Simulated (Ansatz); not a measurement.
CNO: several calculations on one system

## 1. Relaxation

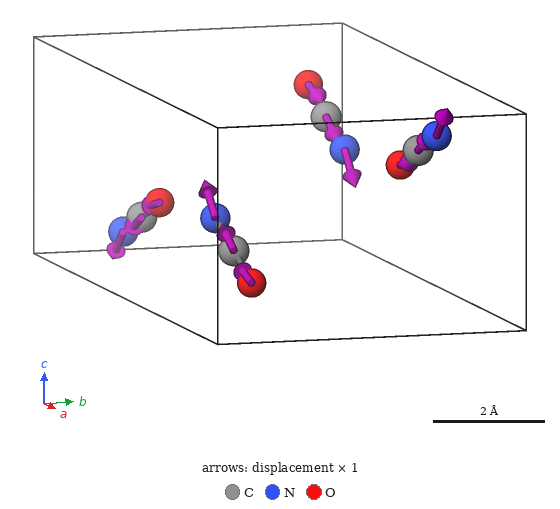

This is a relaxation of solid CNO (set up in Pnma). The starting structure is drawn; purple arrows show the displacements (the part carried along by the change of the cell is left out), at their true length.

A ball-and-stick model of the cell of the calculation, seen slightly off an axis.

All numbers below come from DFT PBE+D3(BJ), scalar-relativistic, plane waves, PAW (Ansatz).

The input:
```yaml
crystal:
  lattice:
    - [11.512933, 0.0, 0.0]
    - [0.0, 5.813432, 0.0]
    - [0.0, 0.0, 3.949227]
  atoms:
    - { symbol: C, position: [0.831474, 0.75, 0.777444] }
    - { symbol: C, position: [0.331474, 0.75, 0.722556] }
    - { symbol: C, position: [0.168526, 0.25, 0.222556] }
    - { symbol: C, position: [0.668526, 0.25, 0.277444] }
    - { symbol: "N", position: [0.931783, 0.75, 0.886096], spin: 0.29 }
    - { symbol: "N", position: [0.431783, 0.75, 0.613904], spin: 0.29 }
    - { symbol: "N", position: [0.068217, 0.25, 0.113904], spin: 0.29 }
    - { symbol: "N", position: [0.568217, 0.25, 0.386096], spin: 0.29 }
    - { symbol: O, position: [0.734659, 0.75, 0.669421], spin: 0.18 }
    - { symbol: O, position: [0.234659, 0.75, 0.830579], spin: 0.18 }
    - { symbol: O, position: [0.265341, 0.25, 0.330579], spin: 0.18 }
    - { symbol: O, position: [0.765341, 0.25, 0.169421], spin: 0.18 }
basis:
  ecutwfc: 420
kpoints:
  mp_grid: { grid: [4, 6, 10] }
hamiltonian:
  xc: pbe
  dispersion: d3bj
scf:
  occupations: { method: gaussian, width: 0.1 }
output:
  forces: true
  stress: true
  eigenvalues: true
  populations: true
  write_density: true
  write_potential: true
  elf: true
  volumetric_format: npy
magnetization:
  spin_polarized: true
relax:
  adjacent_minimum: "off"
  f_tol: 0.005
  max_steps: 80
  cell: { stress_tol: 0.05 }
```

Command:
```bash
ansatz run input.yaml --threads 4 --pin off --max-ram 2560MiB --backend cpu --events-out ev --progress --plain --runs-dir out
```

### What happened in the run?

Over 26 accepted moves (32 points after the start) the energy falls by 262 meV per atom. Largest force component: 0.35 eV/Å at the start, 0.0038 eV/Å at the end. Pressure: −0.95 GPa at the start and 0.00 GPa at the end. The line search rejected the trial steps at points 9, 12 of the run. At 4 points the geometry stayed and the basis and grid were re-selected for the new cell (energy shift of 3.9 meV per atom at most each time). The largest moves relative to the cell, 0.92 Å, are those of N5, N6, N7 and N8. N7 goes along [−1 0 −3]. By element the largest moves are N 0.92 Å, O 0.88 Å, C 0.84 Å. Cell: a 11.513 → 11.414 Å (−0.9 %), b 5.813 → 4.081 Å (−29.8 %), c 3.949 → 3.771 Å (−4.5 %). Volume −33.6 %. Some distances before and after: C1–O9 1.193 → 1.165 Å, C1–N5 1.232 → 1.254 Å. The space group stays Pnma (No. 62). The run took 12 min on 4 threads of Intel(R) Xeon(R) Processor @ 2.30GHz, on a shared host, peak memory 1.5 GiB.

## 2. Dynamics

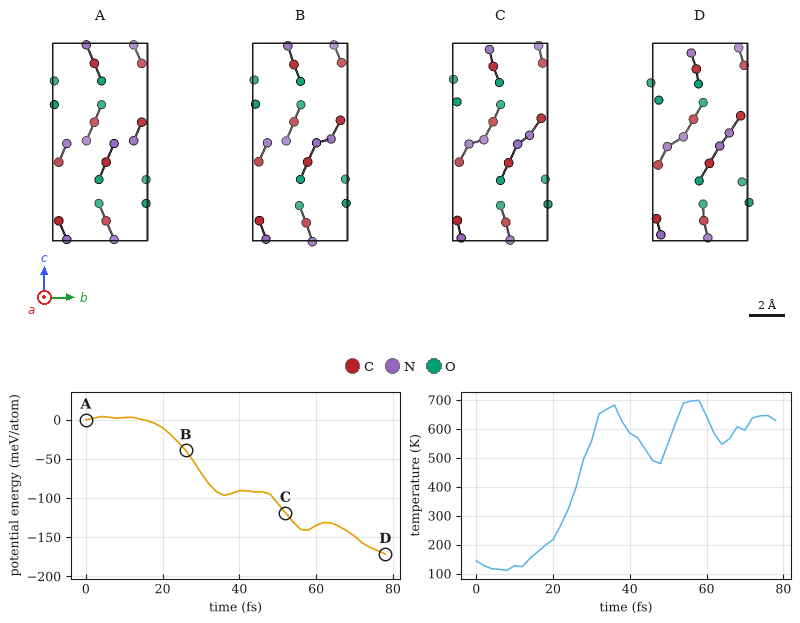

Molecular dynamics of a 24-atom cell of CNO (set up in Pnma), 78 fs long. Frames (A at 0 fs, B at 26 fs, C at 52 fs, D at 78 fs) and the history of the run. Style: ball-and-stick. Shown: the simulation cell, along the a axis.

Method: DFT PBE+D3(BJ), scalar-relativistic, plane waves, PAW in Ansatz. Set-up: plane-wave cutoff 420 eV; k-point mesh 4 × 4 × 2; Fermi-Dirac smearing 0.05 eV; Langevin thermostat (NVT); set temperature 150 K; time step 2 fs; friction 0.02 per fs.

Input
```yaml
crystal:
  lattice:
    - [0.0, -4.0699404974, -3.7421379604]
    - [0.0, 4.0699404974, -3.7421379604]
    - [11.5006060762, 0.0, 0.0]
  atoms:
    - { symbol: C, position: [0.6882271552, 0.4382271552, 0.898700527] }
    - { symbol: C, position: [0.1882271552, 0.9382271552, 0.898700527] }
    - { symbol: C, position: [0.8117728448, 0.5617728448, 0.398700527] }
    - { symbol: C, position: [0.3117728448, 0.0617728448, 0.398700527] }
    - { symbol: C, position: [0.3117728448, 0.5617728448, 0.101299473] }
    - { symbol: C, position: [0.8117728448, 0.0617728448, 0.101299473] }
    - { symbol: C, position: [0.1882271552, 0.4382271552, 0.601299473] }
    - { symbol: C, position: [0.6882271552, 0.9382271552, 0.601299473] }
    - { symbol: "N", position: [0.1035311864, 0.8535311864, 0.9928508966] }
    - { symbol: "N", position: [0.6035311864, 0.3535311864, 0.9928508966] }
    - { symbol: "N", position: [0.8964688136, 0.6464688136, 0.4928508966] }
    - { symbol: "N", position: [0.3964688136, 0.1464688136, 0.4928508966] }
    - { symbol: "N", position: [0.8964688136, 0.1464688136, 0.0071491034] }
    - { symbol: "N", position: [0.3964688136, 0.6464688136, 0.0071491034] }
    - { symbol: "N", position: [0.1035311864, 0.3535311864, 0.5071491034] }
    - { symbol: "N", position: [0.6035311864, 0.8535311864, 0.5071491034] }
    - { symbol: O, position: [0.7642280073, 0.5142280073, 0.8103514982] }
    - { symbol: O, position: [0.2642280073, 0.0142280073, 0.8103514982] }
    - { symbol: O, position: [0.7357719927, 0.4857719927, 0.3103514982] }
    - { symbol: O, position: [0.2357719927, 0.9857719927, 0.3103514982] }
    - { symbol: O, position: [0.2357719927, 0.4857719927, 0.1896485018] }
    - { symbol: O, position: [0.7357719927, 0.9857719927, 0.1896485018] }
    - { symbol: O, position: [0.2642280073, 0.5142280073, 0.6896485018] }
    - { symbol: O, position: [0.7642280073, 0.0142280073, 0.6896485018] }
basis:
  ecutwfc: 420
kpoints:
  mp_grid: { grid: [4, 4, 2], shift: [0.5, 0.5, 0.5] }
hamiltonian:
  xc: pbe
  dispersion: d3bj
scf:
  occupations: { method: fermi_dirac, width: 0.05 }
  lower_state_search: "off"
  convergence: { dr2_threshold: 1.0e-07 }
output:
  forces: true
  stress: true
md:
  timestep: 2.0
  n_steps: 39
  ensemble: nvt_langevin
  temperature: 150.0
  initial_velocities: maxwell_boltzmann
  seed: 14771
  friction: 0.02
```

Run as
```bash
ansatz run input.yaml --threads 4 --pin off --max-ram 2560MiB --backend cpu --events-out ev --progress --plain --runs-dir out
```

Question: What do the frames and curves show?

Answer: Over the second half the temperature averages 601 K (spread ±61 K). That is above the set 150 K, because the structure releases potential energy faster than the thermostat removes it. The potential energy is still drifting at the end, so the run hasn't reached equilibrium. The potential energy in the second half lies on average 129 meV per atom below the first frame. The mean pressure there is 2.9 GPa. In the second half of the run the atoms are, in the root-mean-square, this far from where they began (common drift taken out): N 0.41 Å, O 0.26 Å, C 0.19 Å. The heavy atoms stay within a fraction of a molecule's size of their starting places; so short a run doesn't tell a liquid from a solid. Bond changes: 4 N–N bonds form between 30 fs and 40 fs.

Cost: 3.9 min on 4 threads of Intel(R) Xeon(R) Processor @ 2.30GHz, on a shared host, peak memory 1.3 GiB.

## 3. Dynamics

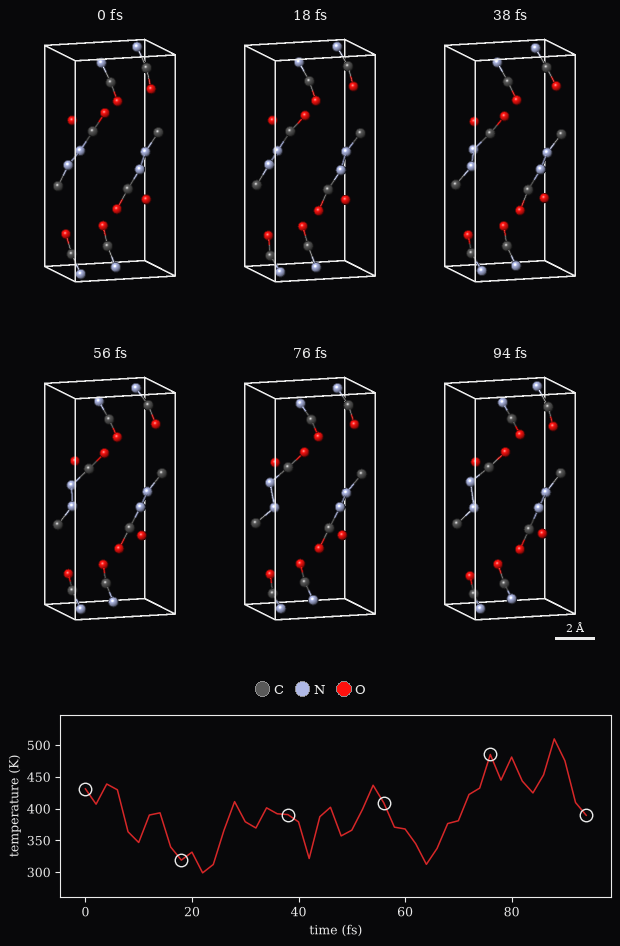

A Born-Oppenheimer molecular dynamics run of a 24-atom cell of CNO, 94 fs long. It starts from the last geometry of an earlier run, with fresh velocities. Frames and the history of the run. Style: ball-and-stick. Shown: the simulation cell, slightly off an axis.

Level of theory: DFT PBE+D3(BJ), scalar-relativistic, plane waves, PAW in Ansatz. Set-up: plane-wave cutoff 420 eV; k-point mesh 4 × 4 × 2; Fermi-Dirac smearing 0.05 eV; Langevin thermostat (NVT); set temperature 450 K; time step 2 fs; friction 0.02 per fs.

What happens in this trajectory?

Answer. In the second half of the run the atoms are, in the root-mean-square, this far from where they began (common drift taken out): N 0.37 Å, O 0.23 Å, C 0.19 Å. The heavy atoms stay within a fraction of a molecule's size of their starting places; so short a run doesn't tell a liquid from a solid. The mean temperature in the second half is 410 K (standard deviation 50 K). The potential energy is still drifting at the end, so the run hasn't reached equilibrium. The potential energy in the second half lies on average 1.5 meV per atom below the first frame. The mean pressure there is 2.7 GPa.

The run took 4.6 min on 4 threads of Intel(R) Xeon(R) Processor @ 2.30GHz, on a shared host, peak memory 1.3 GiB.
